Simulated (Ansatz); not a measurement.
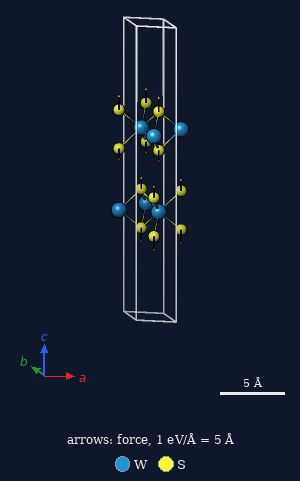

Starting geometry of solid WS₂ (set up in P-3m1) with the computed forces as orange arrows. A ball-and-stick model of the cell of the calculation, seen slightly off an axis.

Method: DFT PBE, scalar-relativistic, plane waves, PAW in Ansatz 0.2.0. Set-up: plane-wave cutoff 420 eV; k-point mesh 12 × 12 × 2; occupations gaussian; smearing width 0.02 eV; no spin polarisation; cell and atoms relaxed; force threshold 0.01 eV/Å; at most 80 steps.

Question: Is this structure relaxed? If not, where do the atoms go?

Answer: It isn't relaxed: the largest force vector, on S atoms, is 0.27 eV/Å. The final displacements have little in common with the starting forces (cosine between the two patterns 0.05). The largest moves relative to the cell, 0.42 Å, are those of S atoms. Largest moves by element: S 0.42 Å, W 0.40 Å. The volume changes by +2.4 %, with a = b 3.183 → 3.188 Å (+0.1 %), c 23.669 → 24.167 Å (+2.1 %). Some distances before and after: S–W 2.410 → 2.420 Å, W–W 3.183 → 3.188 Å. The space group stays P-3m1 (No. 164). Over 6 accepted moves (7 points after the start) the energy falls by 3.9 meV per atom. The largest force component goes from 0.27 to 0.00042 eV/Å. The pressure goes from 0.97 to 0.00 GPa. The SCF was repeated once at an unchanged geometry on a basis and grid sized afresh for the cell, which shifted the energy by 0.1 meV per atom at most. The run took 2.3 min on 1 thread of Intel(R) Xeon(R) Platinum 8259CL CPU @ 2.50GHz (Skylake/Cascade Lake), on a shared host, peak memory 0.62 GiB.
